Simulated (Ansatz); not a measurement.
MnS

```yaml
crystal:
  lattice:
    - [0.00000, -2.80000, -2.80000]
    - [0.00000, 2.80000, -2.80000]
    - [5.60000, 0.00000, 0.00000]
  atoms:
    - { symbol: Mn, position: [0.50000, 0.50000, 0.52009] }
    - { symbol: Mn, position: [0.00000, 0.00000, 0.02009] }
    - { symbol: S, position: [0.50000, 0.00000, 0.75000] }
    - { symbol: S, position: [0.00000, 0.50000, 0.25000] }
```

Space group Imm2; changed on purpose from its base cell (all Mn atoms moved +0.113 Å, as atom 1 along Cartesian [1 0 0]); not relaxed (largest force 0.6 eV/Å); computed pressure about 2 GPa in this cell; spin-polarised.

Level of theory: DFT r2SCAN, scalar-relativistic, plane waves, PAW in Ansatz 0.2.0.

> What can the converged valence pseudo-density, electron localisation function and spin density tell about the bonding?

Mn–S (2.49 Å): the density is about 0.4 e/Å³ at the midpoint; the ELF peaks at about 0.90 in the valence shell of S, 0.8 Å from its nucleus, and is about 0.50 at the midpoint.
The spin density sits on Mn: +4.3 μB (×2) in one cell of 4 atoms, with smaller moments on other sites: S (up to +0.11 μB): parallel main moments, as they must be, since the calculation's own cell holds one magnetic site. The cell of the calculation (2 atoms) carries 5.0 μB of net spin moment.

> Does the calculation make it a metal, or give it a gap?

It is gapped, with a Kohn–Sham gap of 0.50 eV on the k-point mesh, an upper bound to the gap of this method.

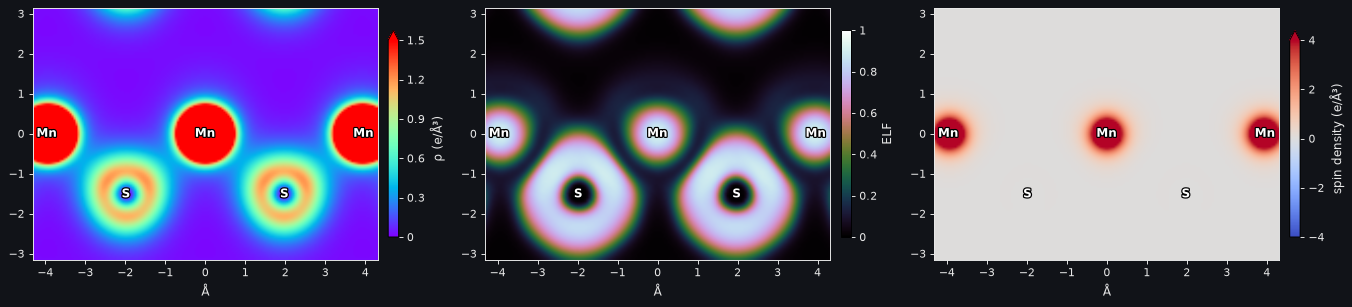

Computed valence pseudo-density, electron localisation function and spin density on the (010) plane of the conventional cell, in this order. 

The density is the valence pseudo-density of a PAW calculation; it isn't the true density close to the nuclei.
